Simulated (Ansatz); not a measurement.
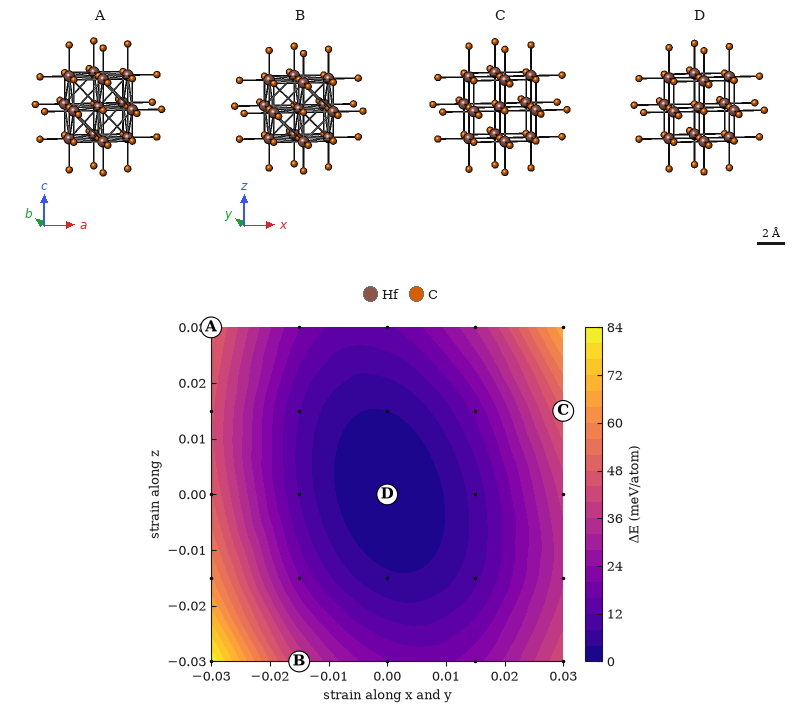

Energy scan for solid HfC (Fm-3m), in which the cell is strained equally along x and y and separately along z, with the atoms kept at their fractional coordinates. x, y and z are the Cartesian axes of the input. The map is interpolated between the computed points (dots). The lettered frames are marked on it. The picture is a ball-and-stick view of the conventional cell (4 times the calculation's cell), seen along the b axis, with a slight tilt. Lengths and directions refer to the drawn axes.

Computed with Ansatz 0.2.0, DFT PBE, scalar-relativistic, plane waves, PAW. (plane-wave cutoff 420 eV; k-point mesh 18 × 18 × 18; occupations gaussian; smearing width 0.15 eV; no spin polarisation). Energies (free energies at the smearing named) are counted from the cell as listed in its source, which wasn't relaxed.

> Where is the lowest point of the map, and what else does it tell?

In pairs of (strain along x and y; strain along z): the lowest computed point lies at (0.000, 0.000) (0.0 meV/atom), the highest at (−0.030, −0.030) (83.0 meV/atom). The valley is tilted: raising the in-plane strain is made harder by raising the strain along z (cross term 0.26 of the geometric mean of the two curvatures). Over the ranges scanned the energy rises more along the first axis, the in-plane strain. The pressure runs from −17.3 GPa at (0.030, 0.030) to 25.9 GPa at (−0.030, −0.030). The frames lie at A (−0.030, 0.030): 49.4 meV/atom, B (−0.015, −0.030): 39.3 meV/atom, C (0.030, 0.015): 48.5 meV/atom, D (0.000, 0.000): 0.0 meV/atom.
